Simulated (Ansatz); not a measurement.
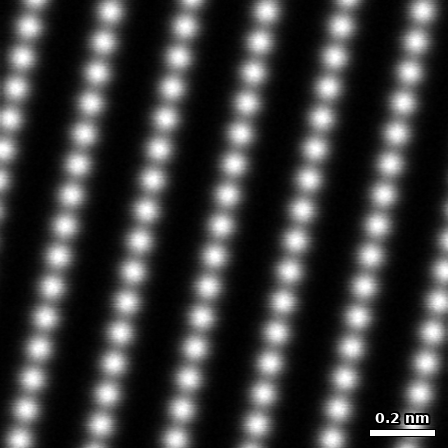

HAADF-like image of a crystal. Simulation: incoherent imaging, intensity Z^1.6 per atom, probe width 0.66 Å, thin sample. The probe carries 25 % of its weight in a tail 2.5 times as wide. Shot noise and a slight drift were added.

Question: Measure the repeat of the pattern.

Answer: The pattern repeats on a rectangular net of 1.0 × 2.4 Å.

Question: Which plane group does this projection have?

Answer: p2mm: mirror lines in two perpendicular directions, with twofold points where they cross.

Question: How many columns does the smallest repeating cell hold, and how many levels of brightness?

Answer: 1 column in the primitive cell of 2.3 Å², all of one brightness.

The crystal is Ge (Im-3m, No. 229) seen along [211]. Structure used: the input geometry of an electronic-structure calculation (not necessarily at equilibrium); the starting structure was generated, so it need not be a known form of this composition.
